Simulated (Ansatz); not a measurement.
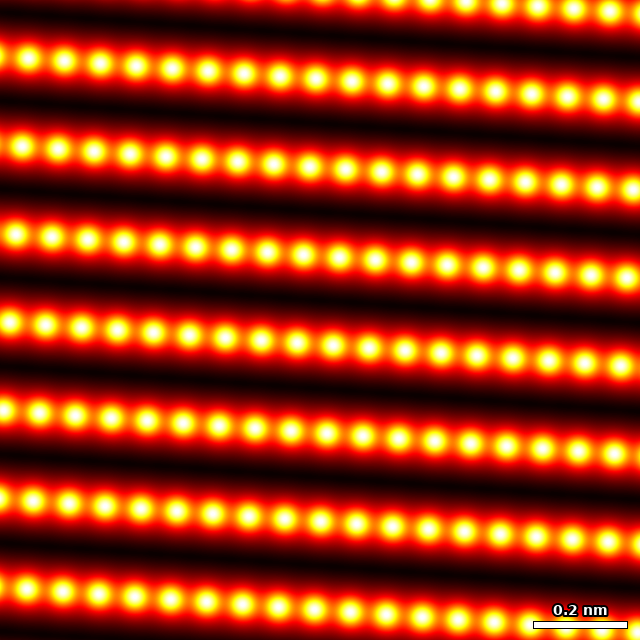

Projected-potential map of Co. Computed as the sum of neutral-atom potentials (tabulated electron scattering factors, B = 0.5 Å²) projected along the beam and smoothed by 0.25 Å; brighter is more positive. The display is stretched by a gamma of 0.7; percentages refer to the linear signal.

Measure the repeat of the pattern.

The pattern repeats on a rectangular net of 0.8 × 1.9 Å.

Which plane group does this projection have?

p2mm: mirror lines in two perpendicular directions, with twofold points where they cross.

How many columns does the smallest repeating cell hold, and how many levels of brightness?

1 column in the primitive cell of 1.5 Å², all of one brightness.

The crystal is Co (Im-3m, No. 229) seen along [211]. Structure used: the geometry given to an electronic-structure calculation, possibly off equilibrium; the starting structure was generated, so it need not be a known form of this composition.
